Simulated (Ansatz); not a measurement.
**WSi$_{2}$: geometry relaxation (part 1 of 2)**

WSi$_{2}$ (slab, 6 atoms in the cell), computed with DFT PBE, scalar-relativistic, plane waves, PAW, PAW set soft_1, no spin polarisation (Ansatz 0.2.0).

The structure derives from an entry of the Crystallography Open Database. The input holds or restrains some coordinates. Forces given for the steps count only the free coordinates.

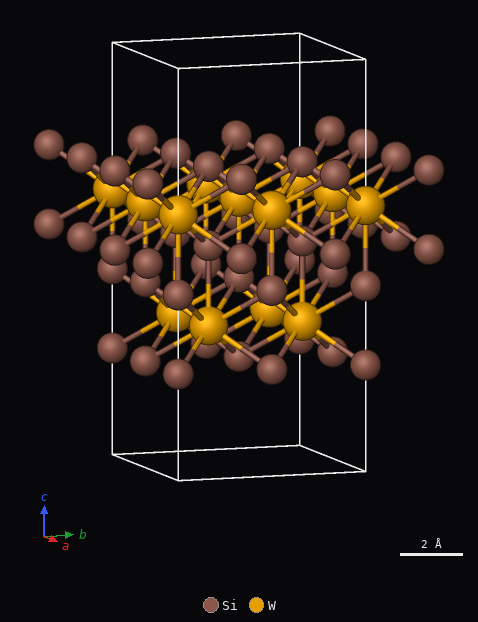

Figure 1. The structure as given in the input (ball-and-stick view of the 2 × 2 repeat of the cell, with the vacuum cut short, seen slightly off an axis; bonded neighbours outside the cell are drawn too). An atom can appear more than once, as a periodic image.

**Results in brief**

| quantity | value |
| --- | --- |
| outcome | converged under the restraints of the input |
| electrons treated | 44 |
| free energy | −23313.9444 eV |
| work function, top face | 4.54 eV |
| work function, bottom face | 4.58 eV |
| Fermi energy | 3.436 eV |
| gap on the k-point mesh | none (metallic) |
| final volume | 214.16 Å³ |
| work function (upper face) | 4.54 eV |
| largest force (length of the vector) at the end, held atoms and coordinates included | 0.229 eV/Å |
| hardware | 1 thread of Arm Neoverse V1, 24 GiB of memory available, shared host |
| wall time | 37 s |
| peak memory | 0.4 GiB |

**Notes**

Spin–orbit coupling is left out, which matters for W.

**The input**
```yaml
crystal:
  lattice:
    - [3.2292919641, 0.0, 0.0]
    - [0.0, 3.2292919641, 0.0]
    - [0.0, 0.0, 20.5365235649]
  atoms:
    - { symbol: Si, position: [0.0, 0.0, 0.3408561326] }
    - { symbol: W, position: [0.5, 0.5, 0.4042288114] }
    - { symbol: Si, position: [0.0, 0.0, 0.4676014901] }
    - { symbol: Si, position: [0.5, 0.5, 0.5323985099] }
    - { symbol: W, position: [0.0, 0.0, 0.5957711886] }
    - { symbol: Si, position: [0.5, 0.5, 0.6591438674] }
basis:
  ecutwfc: 420
kpoints:
  mp_grid: { grid: [9, 9, 1] }
hamiltonian:
  xc: pbe
  pseudopotentials: { kind: paw, azcp: { folder: soft_1 } }
scf:
  occupations: { method: gaussian, width: 0.1 }
output:
  forces: true
  eigenvalues: true
relax:
  adjacent_minimum: "off"
  f_tol: 0.03
  max_steps: 50
  constraints: [{ sites: [0, 1, 2] }]
efield:
  axis: 3
  dipole_correction: true
  ramp_width: 0.04
```

Launched with:
```bash
ansatz run input.yaml --threads 1 --pin off --max-ram 3072MiB --backend cpu --events-out ev --progress --plain --runs-dir out
```

**Output**
```
Engine: ansatz 0.2.0, aarch64-unknown-linux-gnu
Pseudopotentials: kind: paw
Pseudopotential: Si, paw, valence charge 4, recommended cutoff 420 eV (normal), [file]
Pseudopotential: W, paw, valence charge 14, recommended cutoff 420 eV (normal), [file]
Functional definition: PBE
  parameter kappa = 0.804
  parameter beta = 0.06672455060314922
  exchange = pbe_x(kappa = kappa, mu = beta*pi^2/3)
  correlation = pbe_c(beta = beta)
Crystal: 6 atoms, lattice volume = 214.162 Å³
Basis set: ecut = 420 eV, 4229 PW (Γ), exchange–correlation on 48×48×288 points (8 copies of the dense FFT grid, shifted against one another)
Bands: 28, of which v1, the nominal top of the filled ones, is band 22 counted from 1 (21 counted from 0)
Symmetry: 8 space group operations
k-points: 15 of 81
Non-local potential: Si, projectors of the file, l = 0: 2, l = 1: 2, l = 2: 1
Non-local potential: W, projectors of the file, l = 0: 3, l = 1: 2, l = 2: 2, l = 3: 1
PAW form: soft (Blöchl's): semilocal exchange-correlation on the pseudo side does not see the compensation charge
PAW one-centre angular grid: Si, 110 points (default); XC on 64 Gauss nodes
PAW one-centre angular grid: W, 590 points (default); XC on 64 Gauss nodes
Initial density: superposition of atomic densities (neutral atoms: chi_scale 0, normalization atom)
Initial wavefunctions: pseudopotential atomic-orbital guess
Functional: x = pbe(κ = 0.804, μ = 0.2195149727645171), c = pbe(β = 0.06672455060314922)
SCF iter   1: F=—  HF=-23315.495169 eV  |F-HF|=—  |Δ(HF+E_count)|=         —  Δρ=3.02e-2  dr2=1.20e1  ethr=3.10e-3  p=0.000 e·Å  D=5.88e-14 V/Å  ΔV_dip=-0.00 eV  dr2_dipole=1.94e-9  V_vac-E_F(+/−)=6.90/6.90 eV  ⟨swp⟩=11.6  Hψ=2770  notcnv=0
efield: sawtooth ramp at fractional position 0.9800 (placed from the atoms, in the widest stretch of the axis that holds none; the zero of the levels goes with the place), width 0.0400; the density the first Hamiltonian is built on has a dipole p = 0.000 e·Å; the dipole correction subtracts the counter field D = 5.88e-14 V/Å, which shifts the + side's vacuum level by -0.00 eV against the − side's; the planar-averaged density in the ramp window peaks in size at 7.5e-7 e/Å³
preconditioner: auto → LDOS  [metal: Δε(μ)=0.150 eV  Ē_g=6.782 eV  σ=0.100 eV  W_gap=0.50  n_scr=32 (ndim 8)  ℏωp=13.4 eV  f_vac=0.492  D(μ)=0.91/eV (n_scr^D=4)  β→1.0]
SCF iter   2: F=—  HF=-23318.379105 eV  |F-HF|=—  |Δ(HF+E_count)|=    2.88e0  Δρ=3.96e-2  dr2=5.64e1  ethr=3.10e-3  p=0.000 e·Å  D=6.58e-6 V/Å  ΔV_dip=-0.00 eV  dr2_dipole=2.45e-7  V_vac-E_F(+/−)=1.35/1.35 eV  ⟨swp⟩=8.1  Hψ=1459  notcnv=0  defer=15  recentre
SCF iter   3: F=—  HF=-23314.129794 eV  |F-HF|=—  |Δ(HF+E_count)|=    4.25e0  Δρ=1.27e-2  dr2=1.91e0  ethr=3.10e-3  p=-0.000 e·Å  D=-6.76e-6 V/Å  ΔV_dip=0.00 eV  dr2_dipole=4.76e-8  V_vac-E_F(+/−)=5.71/5.71 eV  ⟨swp⟩=6.1  Hψ=1479  notcnv=0  defer=17
SCF iter   4: F=—  HF=-23313.931465 eV  |F-HF|=—  |Δ(HF+E_count)|=   1.98e-1  Δρ=4.23e-3  dr2=1.41e-1  ethr=3.10e-3  p=-0.000 e·Å  D=-3.02e-5 V/Å  ΔV_dip=0.00 eV  dr2_dipole=9.18e-7  V_vac-E_F(+/−)=4.67/4.67 eV  ⟨swp⟩=3.1  Hψ=746  notcnv=0  defer=18
SCF iter   5: F=—  HF=-23313.918999 eV  |F-HF|=—  |Δ(HF+E_count)|=   1.25e-2  Δρ=1.26e-3  dr2=2.28e-2  ethr=3.22e-4  p=0.000 e·Å  D=3.49e-5 V/Å  ΔV_dip=-0.00 eV  dr2_dipole=4.33e-7  V_vac-E_F(+/−)=4.55/4.55 eV  ⟨swp⟩=2.8  Hψ=678  notcnv=0  defer=17
SCF iter   6: F=—  HF=-23313.918112 eV  |F-HF|=—  |Δ(HF+E_count)|=   8.88e-4  Δρ=2.90e-4  dr2=1.60e-4  ethr=5.19e-5  p=0.000 e·Å  D=1.38e-5 V/Å  ΔV_dip=-0.00 eV  dr2_dipole=4.07e-8  V_vac-E_F(+/−)=4.57/4.57 eV  ⟨swp⟩=2.2  Hψ=528  notcnv=0  defer=17
SCF iter   7: F=—  HF=-23313.918526 eV  |F-HF|=—  |Δ(HF+E_count)|=   4.14e-4  Δρ=7.67e-5  dr2=2.60e-5  ethr=3.63e-7  p=0.000 e·Å  D=2.29e-6 V/Å  ΔV_dip=-0.00 eV  dr2_dipole=2.65e-9  V_vac-E_F(+/−)=4.60/4.60 eV  ⟨swp⟩=3.7  Hψ=990  notcnv=0  defer=17
SCF iter   8: F=-23313.918531 eV  HF=-23313.918534 eV  |F-HF|=3.31e-6  |Δ(HF+E_count)|=   8.23e-6  Δρ=3.35e-5  dr2=5.99e-6  ethr=5.11e-8  p=0.000 e·Å  D=6.39e-7 V/Å  ΔV_dip=-0.00 eV  dr2_dipole=3.14e-9  V_vac-E_F(+/−)=4.60/4.60 eV  ⟨swp⟩=16.3  Hψ=2505  notcnv=0
SCF 1 converged in 8 iterations: F = -23313.918531 eV  dr2 = 5.99e-6
  greatest PAW one-centre occupation: 0.999 electrons in one spin orbital (limit 2), on the W atom at site 1 (counted from 0), in its partial waves of l = 0
relax step   1: F+E_penalty+E_count = -23313.91853098 eV  Δ(F+E_penalty+E_count) = +0.000e0 eV  max|allowed force component| = 3.911e-1 eV/Å  Δτ_max = 0.0000 Å  (8 SCF iters, dr2 threshold 2.25e-5 eV, accepted)
Initial density: handed on by an earlier stage of this run
Initial wavefunctions: those handed on with the density
iter 1 solved again at ethr=5.99e-4 eV; its pass at ethr=3.10e-3 eV (dr2=2.64e-1 eV) is discarded
SCF iter   1: F=—  HF=-23313.965819 eV  |F-HF|=—  |Δ(HF+E_count)|=         —  Δρ=4.58e-3  dr2=2.55e-1  ethr=5.99e-4  p=0.000 e·Å  D=1.20e-6 V/Å  ΔV_dip=-0.00 eV  dr2_dipole=3.05e-2  V_vac-E_F(+/−)=4.64/4.64 eV  ⟨swp⟩=1.9  Hψ=1697  notcnv=0  defer=16
efield: sawtooth ramp at fractional position 0.9800 (handed on by an earlier solve), width 0.0400; the density the first Hamiltonian is built on has a dipole p = 0.000 e·Å; the dipole correction subtracts the counter field D = 1.20e-6 V/Å, which shifts the + side's vacuum level by -0.00 eV against the − side's; the planar-averaged density in the ramp window peaks in size at 1.6e-6 e/Å³
preconditioner: auto → LDOS  [metal: Δε(μ)=0.026 eV  Ē_g=6.576 eV  σ=0.100 eV  W_gap=0.14  n_scr=32 (ndim 8)  ℏωp=13.4 eV  f_vac=0.509  D(μ)=4.69/eV (n_scr^D=24)  β→1.0]
SCF iter   2: F=—  HF=-23313.944024 eV  |F-HF|=—  |Δ(HF+E_count)|=   2.18e-2  Δρ=1.59e-3  dr2=1.41e-2  ethr=5.80e-4  p=0.001 e·Å  D=1.10e-3 V/Å  ΔV_dip=-0.02 eV  dr2_dipole=2.28e-4  V_vac-E_F(+/−)=4.58/4.60 eV  ⟨swp⟩=2.1  Hψ=625  notcnv=0  defer=16
SCF iter   3: F=—  HF=-23313.941964 eV  |F-HF|=—  |Δ(HF+E_count)|=   2.06e-3  Δρ=6.71e-4  dr2=4.20e-3  ethr=3.20e-5  p=0.001 e·Å  D=9.15e-4 V/Å  ΔV_dip=-0.02 eV  dr2_dipole=1.00e-5  V_vac-E_F(+/−)=4.57/4.59 eV  ⟨swp⟩=3.1  Hψ=821  notcnv=0  defer=16
SCF iter   4: F=—  HF=-23313.941475 eV  |F-HF|=—  |Δ(HF+E_count)|=   4.89e-4  Δρ=1.77e-4  dr2=3.71e-4  ethr=9.55e-6  p=0.001 e·Å  D=7.11e-4 V/Å  ΔV_dip=-0.01 eV  dr2_dipole=4.64e-6  V_vac-E_F(+/−)=4.57/4.59 eV  ⟨swp⟩=2.5  Hψ=648  notcnv=0  defer=17
SCF iter   5: F=—  HF=-23313.941456 eV  |F-HF|=—  |Δ(HF+E_count)|=   1.91e-5  Δρ=4.41e-5  dr2=2.14e-5  ethr=8.44e-7  p=0.001 e·Å  D=6.00e-4 V/Å  ΔV_dip=-0.01 eV  dr2_dipole=9.59e-7  V_vac-E_F(+/−)=4.57/4.58 eV  ⟨swp⟩=2.1  Hψ=594  notcnv=0  defer=17
iter 6 did not close the SCF: its close was put off until two iterations running show no level that it waits for move by more than its bar (scf_convergence_deferred on its scf_iter line)
SCF iter   6: F=-23313.941458 eV  HF=-23313.941458 eV  |F-HF|=1.60e-7  |Δ(HF+E_count)|=   2.03e-6  Δρ=1.28e-5  dr2=6.88e-7  ethr=2.17e-8  p=0.001 e·Å  D=4.88e-4 V/Å  ΔV_dip=-0.01 eV  dr2_dipole=2.64e-8  V_vac-E_F(+/−)=4.57/4.58 eV  ⟨swp⟩=13.9  Hψ=2364  notcnv=0
SCF iter   7: F=-23313.941459 eV  HF=-23313.941459 eV  |F-HF|=4.90e-8  |Δ(HF+E_count)|=   1.58e-7  Δρ=3.56e-6  dr2=3.70e-8  ethr=1.56e-9  p=0.001 e·Å  D=4.69e-4 V/Å  ΔV_dip=-0.01 eV  dr2_dipole=1.38e-9  V_vac-E_F(+/−)=4.57/4.58 eV  ⟨swp⟩=2.6  Hψ=1421  notcnv=0
SCF 2 converged in 7 iterations: F = -23313.941459 eV  dr2 = 3.70e-8
relax step   2: F+E_penalty+E_count = -23313.94145857 eV  Δ(F+E_penalty+E_count) = -2.293e-2 eV  max|allowed force component| = 2.794e-1 eV/Å  Δτ_max = 0.0922 Å  (7 SCF iters, dr2 threshold 9.56e-6 eV, accepted)
SCF iter   1: F=—  HF=-23313.944762 eV  |F-HF|=—  |Δ(HF+E_count)|=         —  Δρ=8.30e-4  dr2=5.23e-3  ethr=7.79e-5  p=0.001 e·Å  D=4.69e-4 V/Å  ΔV_dip=-0.01 eV  dr2_dipole=3.55e-5  V_vac-E_F(+/−)=4.57/4.58 eV  ⟨swp⟩=2.0  Hψ=863  notcnv=0  defer=12
efield: sawtooth ramp at fractional position 0.9800 (handed on by an earlier solve), width 0.0400; the density the first Hamiltonian is built on has a dipole p = 0.001 e·Å; the dipole correction subtracts the counter field D = 4.69e-4 V/Å, which shifts the + side's vacuum level by -0.01 eV against the − side's; the planar-averaged density in the ramp window peaks in size at 1.5e-6 e/Å³
preconditioner: auto → LDOS  [metal: Δε(μ)=0.046 eV  Ē_g=6.552 eV  σ=0.100 eV  W_gap=0.25  n_scr=32 (ndim 8)  ℏωp=13.4 eV  f_vac=0.509  D(μ)=4.43/eV (n_scr^D=12)  β→1.0]
SCF iter   2: F=—  HF=-23313.944061 eV  |F-HF|=—  |Δ(HF+E_count)|=   7.01e-4  Δρ=4.08e-4  dr2=9.83e-4  ethr=1.19e-5  p=0.002 e·Å  D=1.30e-3 V/Å  ΔV_dip=-0.03 eV  dr2_dipole=2.32e-5  V_vac-E_F(+/−)=4.56/4.58 eV  ⟨swp⟩=2.5  Hψ=814  notcnv=0  defer=13
SCF iter   3: F=—  HF=-23313.944112 eV  |F-HF|=—  |Δ(HF+E_count)|=   5.11e-5  Δρ=1.08e-4  dr2=7.66e-5  ethr=2.23e-6  p=0.001 e·Å  D=1.14e-3 V/Å  ΔV_dip=-0.02 eV  dr2_dipole=2.32e-6  V_vac-E_F(+/−)=4.56/4.58 eV  ⟨swp⟩=2.3  Hψ=704  notcnv=0  defer=13
SCF iter   4: F=-23313.944099 eV  HF=-23313.944099 eV  |F-HF|=8.10e-8  |Δ(HF+E_count)|=   1.37e-5  Δρ=2.12e-5  dr2=1.65e-6  ethr=1.11e-8  p=0.001 e·Å  D=1.23e-3 V/Å  ΔV_dip=-0.03 eV  dr2_dipole=8.73e-8  V_vac-E_F(+/−)=4.56/4.58 eV  ⟨swp⟩=10.9  Hψ=2588  notcnv=0
SCF 3 converged in 4 iterations: F = -23313.944099 eV  dr2 = 1.65e-6
relax step   3: F+E_penalty+E_count = -23313.94409868 eV  Δ(F+E_penalty+E_count) = -2.640e-3 eV  max|allowed force component| = 6.342e-2 eV/Å  Δτ_max = 0.0157 Å  (4 SCF iters, dr2 threshold 4.88e-6 eV, accepted)
```
